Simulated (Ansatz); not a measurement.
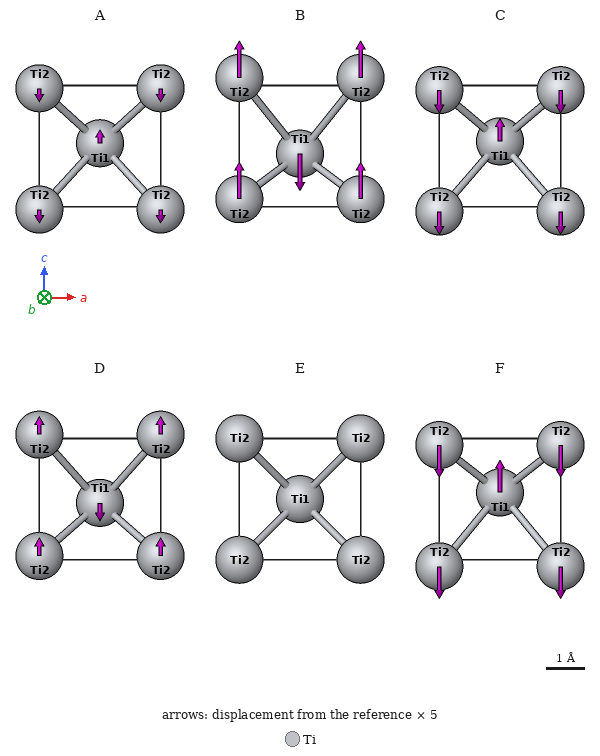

Energy scan for solid Ti (Im-3m), in which a normal mode of wave vector (1/2, 1/2, 1/2) of the primitive cell, folded into a doubled cell, (one arbitrary combination within a set of 3 degenerate modes) is frozen in with the cell fixed, the amplitude being the largest displacement of an atom. The picture is a ball-and-stick view of the cell of the calculation, reduced to other axes, seen along the b axis. Purple arrows: displacements from the reference. Lengths and directions refer to the drawn axes.

Computed with DFT PBEsol, scalar-relativistic, plane waves, PAW (Ansatz). Set-up: plane-wave cutoff 420 eV; k-point mesh 18 × 18 × 18; occupations gaussian; smearing width 0.15 eV; no spin polarisation. Energies (free energies at the smearing named) are counted from the relaxed crystal.

Question: Rank the frames from lowest to highest energy.

Answer: Lowest first: E (the amplitude 0.00 Å, 0 meV/cell), A (the amplitude 0.075 Å, 52 meV/cell), D (the amplitude −0.10 Å, 95 meV/cell), C (the amplitude 0.125 Å, 151 meV/cell), F (the amplitude 0.175 Å, 300 meV/cell), B (the amplitude −0.20 Å, 388 meV/cell). Over the whole scan: the harmonic wavenumber of the mode is 226 cm⁻¹, a stable vibration. Of the computed points the lowest is at the amplitude 0.00 Å, 0 meV/cell. At the ends of the scan the energy is 388 meV/cell (−0.20 Å) and 388 meV/cell (0.20 Å). The well is symmetric. At the highest point the shortest interatomic distance is 2.57 Å, against 2.78 Å in the reference.
